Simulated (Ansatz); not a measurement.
# A series of single points on Ta$_{2}$C

System: Ta$_{2}$C (P-3m1, 3 atoms in the cell).
Method: DFT PBEsol, scalar-relativistic, plane waves, PAW, no spin polarisation (Ansatz 0.2.0).

The 7 runs differ only in the geometry, by a strain of the cell at fixed fractional positions. Against run 4, the strain is εxx = η and εyy = η. The structure derives from an entry of the Crystallography Open Database.

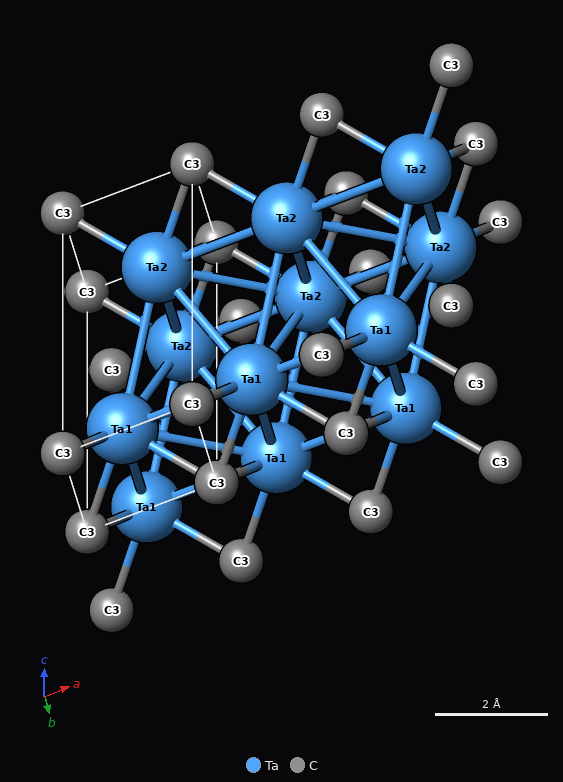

Figure 1. The structure of run 4 (ball-and-stick view of the cell of the calculation, repeated 3 × 2 × 1, seen at an oblique angle; atoms are numbered from 1 in the order of the input). An atom can appear more than once, as a periodic image.

## Input of run 4
```yaml
crystal:
  lattice:
    - [2.979226926, 0.0, 0.0]
    - [-1.489613463, 2.5800862015, 0.0]
    - [0.0, 0.0, 4.9210802832]
  atoms:
    - { symbol: Ta, position: [0.3333333333, 0.6666666667, 0.2528761935] }
    - { symbol: Ta, position: [0.6666666667, 0.3333333333, 0.7471238065] }
    - { symbol: C, position: [0.0, 0.0, 0.0] }
basis:
  ecutwfc: 420
kpoints:
  mp_grid: { grid: [18, 18, 10] }
hamiltonian:
  xc: pbesol
scf:
  occupations: { method: gaussian, width: 0.15 }
output:
  forces: true
  stress: true
  eigenvalues: true
```

Command:
```bash
ansatz run input.yaml --threads 1 --pin off --max-ram 2560MiB --backend cpu --events-out ev --progress --plain --runs-dir out
```

Run 6 differs from it as follows:
```diff
-    - [2.979226926, 0.0, 0.0]
-    - [-1.489613463, 2.5800862015, 0.0]
+    - [3.5014041545, 0.0, 0.0]
+    - [-1.7507020773, 3.0323049467, 0.0]
```

## Results, with one run withheld

| run | strain parameter η (%) | free energy per atom, from the lowest run given (meV) | pressure (GPa) |
| --- | --- | --- | --- |
| 1 | −11.6883 | 1824.12 | 174.94 |
| 2 | −7.7922 | 897.56 | 110.75 |
| 3 | −3.8961 | 309.31 | 61.95 |
| 4 | 0.0000 | 0.00 | 25.84 |
| 5 | 11.6883 | 183.14 | −30.15 |
| 6 | 17.5273 | ? | ? |
| 7 | 19.4805 | 821.44 | −42.79 |

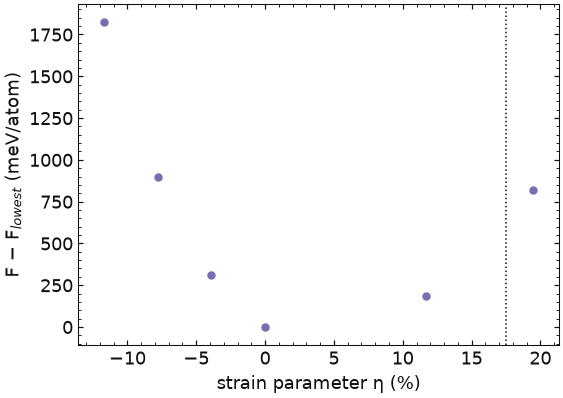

Figure 2. Free energy per atom of the runs given; the dotted line marks run 6.

What should run 6 give?

A cubic polynomial in the coordinate, fitted to the 6 runs given, misses them by at most 9.89 meV per atom. With x = η − 1.2987, it reads F = −64.888 − 33.165 x + 6.9027 x² − 0.13209 x³ (meV per atom). At run 6 it gives 650.27 meV per atom, and the run itself gives 639.33. The fit has its minimum at η = 3.8944 %. The fit misses that run by 10.94 meV per atom.

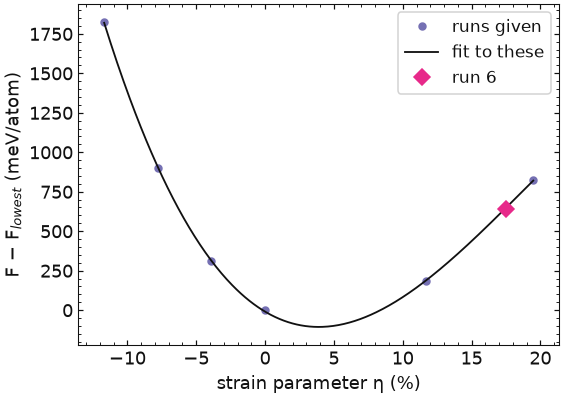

Figure 3. The fit and the withheld run.

## Output, shortened to warnings, some set-up lines, iterations and results (run 6)
```
Basis set: ecut = 420 eV, 1043 PW (Γ), exchange–correlation on 48×48×72 points (8 copies of the dense FFT grid, shifted against one another)
Symmetry: 12 space group operations
k-points: 330 of 3240
Initial density: superposition of atomic densities (neutral atoms: chi_scale 0, normalization atom), corrected by the library's trained network
[...]
SCF iter   1: F=—  HF=-19859.491285 eV  |F-HF|=—  |Δ(HF+E_count)|=         —  Δρ=5.14e-3  dr2=1.68e-2  ethr=1.77e-3  ⟨swp⟩=5.0  Hψ=28195  notcnv=0
SCF iter   2: F=—  HF=-19859.489378 eV  |F-HF|=—  |Δ(HF+E_count)|=   1.91e-3  Δρ=2.91e-3  dr2=5.29e-3  ethr=5.61e-5  ⟨swp⟩=1.3  Hψ=9100  notcnv=0
SCF iter   3: F=—  HF=-19859.488485 eV  |F-HF|=—  |Δ(HF+E_count)|=   8.92e-4  Δρ=6.25e-4  dr2=4.32e-4  ethr=1.76e-5  ⟨swp⟩=2.0  Hψ=7419  notcnv=0
SCF iter   4: F=—  HF=-19859.488394 eV  |F-HF|=—  |Δ(HF+E_count)|=   9.10e-5  Δρ=1.69e-4  dr2=1.61e-5  ethr=1.44e-6  ⟨swp⟩=2.0  Hψ=8567  notcnv=0
SCF iter   5: F=—  HF=-19859.488387 eV  |F-HF|=—  |Δ(HF+E_count)|=   7.30e-6  Δρ=3.68e-5  dr2=7.25e-7  ethr=5.38e-8  ⟨swp⟩=2.0  Hψ=8385  notcnv=0
SCF iter   6: F=-19859.488387 eV  HF=-19859.488387 eV  |F-HF|=1.50e-8  |Δ(HF+E_count)|=   1.35e-7  Δρ=7.12e-6  dr2=3.34e-8  ethr=3.33e-10  ⟨swp⟩=5.8  Hψ=27492  notcnv=0
SCF 1 converged in 6 iterations: F = -19859.488387 eV  dr2 = 3.34e-8
SCF converged after 6 iterations
Free energy (F): -19859.488387 eV
Harris-Foulkes:  -19859.488387 eV  (|F-HF|=1.50e-8)
Internal energy: -19859.476949 eV  (E = F + TS)
E sigma→0 (E₀):  -19859.482668 eV
Entropy (-TS):   -0.011437 eV (-3.812 meV/atom)
Fermi energy:    13.834064 eV
--- Per-component energies (eV) ---
  E_band       = -326.878521
  E_kinetic    = 798.654386
  E_local      = -1460.572913  (includes V_loc(G=0)·N_el)
  E_nonlocal   = 55.883004
  E_hartree    = 484.900349
  E_xc         = -474.472112
  E_vxc        = -457.553304  (∫ρ·V_xc dr)
  E_paw        = -16637.041133  (= ΣΔE_a)
  E_vpaw       = -233.091889  (= ΣTr[D̂ρ^β])
  E_aug_tail   = 0.000271  (compensation charges beyond the density's cutoff)
  E_ewald      = -2627.277195
  E_core_change = 0.448393  (= ΣΔE_core)
  E_smearing   = -0.011437  (= −TS)
  E_closure    = 0.000000  (closes the sum)
  Σ components = -19859.488387   (vs F -19859.488387, Δ=0.00e0)
--- Forces (eV/Å), atoms counted from 1 ---
  atom   1  Ta    -0.00000000    -0.00000000    -1.30149187
  atom   2  Ta     0.00000000     0.00000000     1.30149187
  atom   3  C     -0.00000000     0.00000000     0.00000000
  max |Σ_I F_I| component: 1.05e-30 eV/Å
--- Stress (GPa, compression-positive) ---
      -48.743010      -0.000000      -0.000000
       -0.000000     -48.743010      -0.000000
       -0.000000      -0.000000     -24.718917
  P = ⅓ Tr σ = -40.7350 GPa (-407.350 kbar)
```

Notes: Spin–orbit coupling is left out, which matters for Ta.
